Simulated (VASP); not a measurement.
**HfO2: band-structure run (part 2 of 2)**

HfO2 (Pnma, 12 atoms in the cell); Kohn-Sham DFT of a periodic cell, BLYP, VASP PAW PBE potentials, recommended, no spin polarisation (VASP 6.6.1); cutoff 520 eV, 5×8×4 k-mesh, fermi-dirac of 0.05 eV. The structure derives from a Materials Project entry.

Geometry of the input (Å; fractional positions):
```
5.5564  0.0000  0.0000
0.0000  3.3336  0.0000
0.0000  0.0000  6.5050
Hf 0.7487  0.7500  0.6079
Hf 0.2513  0.2500  0.3921
Hf 0.2487  0.7500  0.8921
Hf 0.7513  0.2500  0.1079
O  0.6395  0.2500  0.4234
O  0.3605  0.7500  0.5766
O  0.1395  0.2500  0.0766
O  0.8605  0.7500  0.9234
O  0.5208  0.2500  0.8415
O  0.4792  0.7500  0.1585
O  0.0208  0.2500  0.6585
O  0.9792  0.7500  0.3415
```

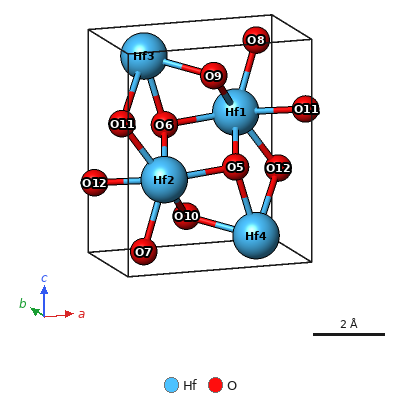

The structure as given in the input (ball-and-stick view of the cell of the calculation, seen slightly off an axis; atoms are numbered from 1 in the order of the input).

Parts of OUTCAR, continued
```
 Free energy of the ion-electron system (eV)
  ---------------------------------------------------
  ext. energy  EPLUGINS =         0.00000000
  ---------------------------------------------------
  free energy    TOTEN  =      -114.53829986 eV

  energy without entropy =     -114.53829986  energy(sigma->0) =     -114.53829986

 E-fermi :   6.1723     XC(G=0): -11.8726     alpha+bet :-13.8303

 val. band max:        5.1209350241   @ k =   0.0000   0.0000   0.0000
 cond. band min:       8.6397537006   @ k =   0.0000   0.0000   0.0000
 fundamental gap:      3.5188186765
 Fermi energy:         6.1722642534

 k-point     1 :       0.0000    0.0000    0.0000
  band No.  band energies     occupation
      1     -24.7366      2.00000
      2     -24.5918      2.00000
      3     -24.5358      2.00000
      4     -24.4346      2.00000
      5     -24.3605      2.00000
      6     -24.3000      2.00000
      7     -24.2916      2.00000
      8     -24.2215      2.00000
      9     -24.2041      2.00000
     10     -24.2010      2.00000
     11     -24.1921      2.00000
     12     -24.1676      2.00000
     13     -13.5491      2.00000
     14     -11.9274      2.00000
     15     -11.8753      2.00000
     16     -11.3699      2.00000
     17     -11.0562      2.00000
     18     -11.0500      2.00000
     19     -10.9820      2.00000
     20     -10.7811      2.00000
     21       0.0196      2.00000
     22       0.0897      2.00000
     23       0.5339      2.00000
     24       0.6447      2.00000
     25       0.7899      2.00000
     26       1.1999      2.00000
     27       1.2098      2.00000
     28       1.2535      2.00000
     29       1.5742      2.00000
     30       1.8064      2.00000
     31       1.8108      2.00000
     32       2.0015      2.00000
     33       2.5632      2.00000
     34       2.6960      2.00000
     35       2.7078      2.00000
     36       3.1618      2.00000
     37       3.2791      2.00000
     38       3.5562      2.00000
     39       3.8780      2.00000
     40       4.2748      2.00000
     41       4.3165      2.00000
     42       4.7866      2.00000
     43       5.0715      2.00000
     44       5.1209      2.00000
     45       8.6398      0.00000
     46       9.5648      0.00000
     47       9.6361      0.00000
     48      10.0713      0.00000
     49      10.8257      0.00000
     50      11.0220      0.00000
     51      11.8912      0.00000
     52      11.9325      0.00000

 k-point     2 :       0.2000    0.0000    0.0000
  band No.  band energies     occupation
      1     -24.6995      2.00000
      2     -24.6487      2.00000
      3     -24.5852      2.00000
      4     -24.3656      2.00000
      5     -24.3078      2.00000
      6     -24.2902      2.00000
      7     -24.2830      2.00000
      8     -24.2246      2.00000
      9     -24.2191      2.00000
     10     -24.2135      2.00000
     11     -24.2093      2.00000
     12     -24.1948      2.00000
     13     -13.3934      2.00000
     14     -12.0926      2.00000
     15     -11.7833      2.00000
     16     -11.3577      2.00000
     17     -11.1482      2.00000
     18     -11.1411      2.00000
     19     -10.9235      2.00000
     20     -10.7735      2.00000
     21      -0.0529      2.00000
     22       0.2270      2.00000
     23       0.3454      2.00000
     24       0.5242      2.00000
     25       0.7672      2.00000
     26       0.9987      2.00000
     27       1.0432      2.00000
     28       1.2354      2.00000
     29       1.7616      2.00000
     30       1.9262      2.00000
     31       1.9483      2.00000
     32       2.1380      2.00000
     33       2.2974      2.00000
     34       2.8197      2.00000
     35       3.1280      2.00000
     36       3.2184      2.00000
     37       3.3785      2.00000
     38       3.6146      2.00000
     39       3.6557      2.00000
     40       4.3294      2.00000
     41       4.4529      2.00000
     42       4.4619      2.00000
     43       4.9446      2.00000
     44       5.0654      2.00000
     45       8.8593      0.00000
     46       9.6241      0.00000
     47      10.0578      0.00000
     48      10.1505      0.00000
     49      10.8096      0.00000
     50      11.0458      0.00000
     51      11.5353      0.00000
     52      11.7934      0.00000

 k-point     3 :       0.4000    0.0000    0.0000
  band No.  band energies     occupation
      1     -24.7005      2.00000
      2     -24.6941      2.00000
      3     -24.5316      2.00000
      4     -24.3695      2.00000
      5     -24.2855      2.00000
      6     -24.2626      2.00000
      7     -24.2613      2.00000
      8     -24.2606      2.00000
      9     -24.2365      2.00000
     10     -24.2330      2.00000
     11     -24.2108      2.00000
     12     -24.2020      2.00000
     13     -12.9850      2.00000
     14     -12.4834      2.00000
     15     -11.6136      2.00000
     16     -11.3987      2.00000
     17     -11.2851      2.00000
     18     -11.2361      2.00000
     19     -10.8524      2.00000
     20     -10.7943      2.00000
     21      -0.0187      2.00000
     22       0.1611      2.00000
     23       0.1938      2.00000
     24       0.2003      2.00000
     25       0.7429      2.00000
     26       0.8174      2.00000
     27       1.1816      2.00000
     28       1.3735      2.00000
     29       1.8326      2.00000
     30       1.8863      2.00000
     31       1.9350      2.00000
     32       1.9504      2.00000
     33       2.7565      2.00000
     34       3.1377      2.00000
     35       3.1598      2.00000
     36       3.3061      2.00000
     37       3.4286      2.00000
     38       3.5828      2.00000
     39       4.0279      2.00000
     40       4.0384      2.00000
     41       4.2621      2.00000
     42       4.5721      2.00000
     43       4.6673      2.00000
     44       4.8979      2.00000
     45       9.2643      0.00000
     46       9.5780      0.00000
     47      10.3915      0.00000
     48      10.7339      0.00000
     49      10.7542      0.00000
     50      10.8260      0.00000
     51      11.2384      0.00000
     52      11.5331      0.00000

 k-point     4 :       0.0000    0.1250    0.0000
  band No.  band energies     occupation
      1     -24.7134      2.00000
      2     -24.5717      2.00000
      3     -24.5246      2.00000
      4     -24.4184      2.00000
      5     -24.3663      2.00000
      6     -24.3478      2.00000
      7     -24.3128      2.00000
      8     -24.2761      2.00000
      9     -24.2463      2.00000
     10     -24.2462      2.00000
     11     -24.2060      2.00000
     12     -24.1701      2.00000
     13     -13.3843      2.00000
     14     -11.8748      2.00000
     15     -11.8333      2.00000
     16     -11.4065      2.00000
     17     -11.0904      2.00000
     18     -11.0170      2.00000
     19     -11.0080      2.00000
     20     -10.8427      2.00000
     21      -0.0512      2.00000
     22       0.2487      2.00000
     23       0.2606      2.00000
     24       0.3798      2.00000
     25       0.5638      2.00000
     26       1.2387      2.00000
     27       1.4565      2.00000
     28       1.4927      2.00000
     29       1.6101      2.00000
     30       1.8665      2.00000
     31       1.9221      2.00000
     32       2.2151      2.00000
     33       2.2210      2.00000
     34       2.5928      2.00000
     35       2.8563      2.00000
     36       3.2643      2.00000
     37       3.4015      2.00000
     38       3.7200      2.00000
     39       3.9365      2.00000
     40       4.1631      2.00000
     41       4.2949      2.00000
     42       4.6661      2.00000
     43       4.6687      2.00000
     44       4.9757      2.00000
     45       8.7159      0.00000
     46       9.6189      0.00000
     47       9.7470      0.00000
     48      10.4927      0.00000
     49      10.9791      0.00000
     50      11.0981      0.00000
     51      11.3964      0.00000
     52      11.8377      0.00000

 k-point     5 :       0.2000    0.1250    0.0000
  band No.  band energies     occupation
      1     -24.6799      2.00000
      2     -24.6266      2.00000
      3     -24.5747      2.00000
      4     -24.3668      2.00000
      5     -24.3267      2.00000
      6     -24.3106      2.00000
      7     -24.3055      2.00000
      8     -24.2709      2.00000
      9     -24.2663      2.00000
     10     -24.2567      2.00000
     11     -24.2157      2.00000
     12     -24.2023      2.00000
     13     -13.2387      2.00000
     14     -12.0360      2.00000
     15     -11.7294      2.00000
     16     -11.3942      2.00000
     17     -11.1688      2.00000
     18     -11.1100      2.00000
     19     -10.9626      2.00000
     20     -10.8340      2.00000
     21      -0.0004      2.00000
     22       0.0469      2.00000
     23       0.1195      2.00000
     24       0.5024      2.00000
     25       0.5111      2.00000
     26       1.1802      2.00000
     27       1.2135      2.00000
     28       1.2889      2.00000
     29       1.8212      2.00000
     30       1.9001      2.00000
     31       2.0470      2.00000
     32       2.2317      2.00000
     33       2.3697      2.00000
     34       2.7935      2.00000
     35       3.0285      2.00000
     36       3.2997      2.00000
     37       3.6174      2.00000
     38       3.6261      2.00000
     39       3.8321      2.00000
     40       4.0461      2.00000
     41       4.2323      2.00000
     42       4.2941      2.00000
     43       4.9250      2.00000
     44       4.9858      2.00000
     45       8.9482      0.00000
     46       9.7248      0.00000
     47      10.0937      0.00000
     48      10.4844      0.00000
     49      10.9676      0.00000
     50      11.1316      0.00000
     51      11.2176      0.00000
     52      11.4421      0.00000

 [... the levels of 18 k-points are left out ...]

 k-point    24 :       0.4000    0.2500    0.2500
  band No.  band energies     occupation
      1     -24.6355      2.00000
      2     -24.6135      2.00000
      3     -24.5638      2.00000
      4     -24.5036      2.00000
      5     -24.4116      2.00000
      6     -24.3692      2.00000
      7     -24.3474      2.00000
      8     -24.3115      2.00000
      9     -24.2791      2.00000
     10     -24.2685      2.00000
     11     -24.2444      2.00000
     12     -24.2345      2.00000
     13     -12.4220      2.00000
     14     -12.1115      2.00000
     15     -11.6827      2.00000
     16     -11.5567      2.00000
     17     -11.2310      2.00000
     18     -11.1907      2.00000
     19     -11.0043      2.00000
     20     -10.9844      2.00000
     21      -0.4712      2.00000
     22      -0.3225      2.00000
     23       0.1054      2.00000
     24       0.3899      2.00000
     25       0.8101      2.00000
     26       0.9601      2.00000
     27       1.0804      2.00000
     28       1.4020      2.00000
     29       1.6292      2.00000
     30       1.7380      2.00000
     31       2.1901      2.00000
     32       2.4109      2.00000
     33       2.7409      2.00000
     34       2.8895      2.00000
     35       3.0126      2.00000
     36       3.1694      2.00000
     37       3.6351      2.00000
     38       3.7507      2.00000
     39       3.9927      2.00000
     40       4.1172      2.00000
     41       4.3466      2.00000
     42       4.4286      2.00000
     43       4.6640      2.00000
     44       4.9394      2.00000
     45       9.8858      0.00000
     46      10.0499      0.00000
     47      10.5351      0.00000
     48      10.7536      0.00000
     49      10.9106      0.00000
     50      11.1543      0.00000
     51      11.2895      0.00000
     52      11.5598      0.00000

 [... further k-points ...]

------------------------ aborting loop because EDIFF is reached ----------------------------------------

  FORCE on cell =-STRESS in cart. coord.  units (eV):
  Direction    XX          YY          ZZ          XY          YZ          ZX
  --------------------------------------------------------------------------------------
  -------------------------------------------------------------------------------------
  Total        6.1983796      6.0410908      6.1017187     -0.0000000      0.0000000      0.0000000
  in kB       82.4205625     80.3290763     81.1352513     -0.0000000      0.0000000      0.0000000
  external PRESSURE =      81.2949634 kB  Pullay stress =       0.0000000 kB

 VOLUME and BASIS-vectors are now :
 -----------------------------------------------------------------------------
  energy-cutoff  :      520.00
  volume of cell :      120.49
      direct lattice vectors                 reciprocal lattice vectors
     5.556395000  0.000000000  0.000000000     0.179972806  0.000000000  0.000000000
     0.000000000  3.333597000  0.000000000     0.000000000  0.299976272  0.000000000
     0.000000000  0.000000000  6.504995000     0.000000000  0.000000000  0.153728020

 POSITION                                       TOTAL-FORCE (eV/Angst)
 -----------------------------------------------------------------------------------
      4.15997      2.50020      3.95420        -0.004142     -0.000000      0.042604
      1.39642      0.83340      2.55080         0.004142      0.000000     -0.042604
      1.38178      2.50020      5.80329        -0.004142     -0.000000     -0.042604
      4.17462      0.83340      0.70170         0.004142      0.000000      0.042604
      3.55331      0.83340      2.75421         0.001981     -0.000000     -0.020670
      2.00309      2.50020      3.75078        -0.001981     -0.000000      0.020670
      0.77511      0.83340      0.49828         0.001981      0.000000      0.020670
      4.78128      2.50020      6.00671        -0.001981     -0.000000     -0.020670
      2.89374      0.83340      5.47365         0.014680     -0.000000     -0.032834
      2.66266      2.50020      1.03135        -0.014680      0.000000      0.032834
      0.11554      0.83340      4.28384         0.014680      0.000000      0.032834
      5.44086      2.50020      2.22115        -0.014680      0.000000     -0.032834
 -----------------------------------------------------------------------------------
    total drift:                                0.000000      0.000000      0.000000

  FREE ENERGIE OF THE ION-ELECTRON SYSTEM (eV)
  ---------------------------------------------------
  free  energy   TOTEN  =      -114.5382998576 eV

  energy  without entropy=     -114.5382998575  energy(sigma->0) =     -114.53829986
```

CONTCAR
```
HfO2
   1.00000000000000
     5.5563950000000002    0.0000000000000000    0.0000000000000000
     0.0000000000000000    3.3335970000000001    0.0000000000000000
     0.0000000000000000    0.0000000000000000    6.5049950000000001
  Hf              O
     4     8
Direct
     0.7486820000000023    0.7500000000000000    0.6078710000000029
     0.2513179999999977    0.2500000000000000    0.3921289999999971
     0.2486820000000023    0.7500000000000000    0.8921289999999971
     0.7513179999999977    0.2500000000000000    0.1078710000000029
     0.6394990000000007    0.2500000000000000    0.4234000000000009
     0.3605009999999993    0.7500000000000000    0.5765999999999991
     0.1394990000000007    0.2500000000000000    0.0765999999999991
     0.8605009999999993    0.7500000000000000    0.9234000000000009
     0.5207940000000022    0.2500000000000000    0.8414530000000013
     0.4792059999999978    0.7500000000000000    0.1585469999999987
     0.0207940000000022    0.2500000000000000    0.6585469999999987
     0.9792059999999978    0.7500000000000000    0.3414530000000013

  0.00000000E+00  0.00000000E+00  0.00000000E+00
  0.00000000E+00  0.00000000E+00  0.00000000E+00
  0.00000000E+00  0.00000000E+00  0.00000000E+00
  0.00000000E+00  0.00000000E+00  0.00000000E+00
  0.00000000E+00  0.00000000E+00  0.00000000E+00
  0.00000000E+00  0.00000000E+00  0.00000000E+00
  0.00000000E+00  0.00000000E+00  0.00000000E+00
  0.00000000E+00  0.00000000E+00  0.00000000E+00
  0.00000000E+00  0.00000000E+00  0.00000000E+00
  0.00000000E+00  0.00000000E+00  0.00000000E+00
  0.00000000E+00  0.00000000E+00  0.00000000E+00
  0.00000000E+00  0.00000000E+00  0.00000000E+00
```

Key numbers

- outcome: converged
- space group (tolerance 0.01 Å): Pnma (62)
- electrons treated: 88
- free energy: −114.5383 eV
- Fermi energy of the self-consistent step: 6.172 eV
- gap on the k-point mesh: 3.52 eV
- gap on the band path: 3.52 eV
- pressure: 8.13 GPa
- largest force (length of the vector): 0.043 eV/Å
- wall time: 13 min
- peak memory: 0.49 GiB

Spin–orbit coupling is left out, which matters for Hf. The cell is under a pressure of 8.1 GPa at this level, so it is not at its equilibrium volume.
